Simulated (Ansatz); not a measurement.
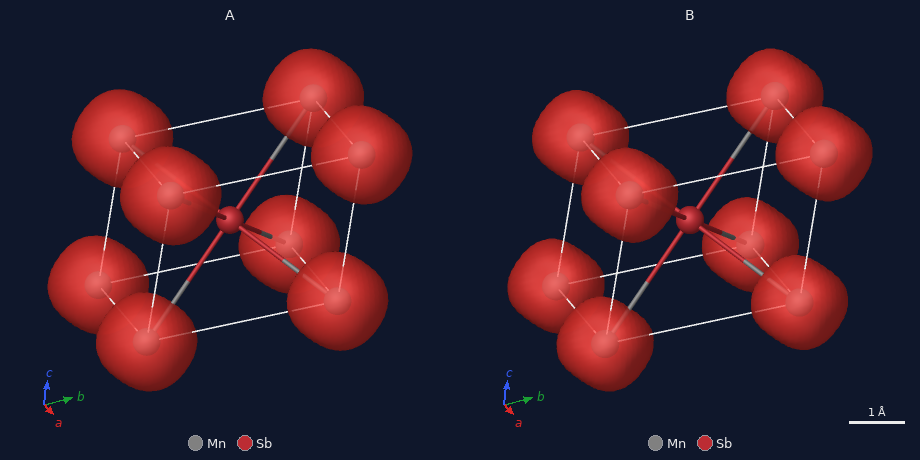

Figure. MnSb. Spin density of two self-consistent states of the same cell, at +0.2 (red) and −0.2 e/Å³ (blue).

Space group Fm-3m; a structure from a database of computed crystals, not necessarily the ambient phase; computed pressure about −7 GPa in this cell; spin-polarised.

These are results of Ansatz, DFT, PBE, PAW with Ansatz's default frozen-core files, scalar-relativistic, not measurements.

The density is the valence pseudo-density of a PAW calculation; it isn't the true density close to the nuclei.

Q: Which magnetic state is the more stable, and how do they differ?

A: State A: parallel main moments, as they must be, since the calculation's own cell holds one magnetic site; Mn: +3.8 μB in one cell of 2 atoms, with smaller moments on Sb (up to −0.09 μB). State B: parallel main moments, as they must be, since the calculation's own cell holds one magnetic site; Mn: +2.9 μB in one cell of 2 atoms, with smaller moments on Sb (up to −0.21 μB). State A lies lower by 335 meV per atom.
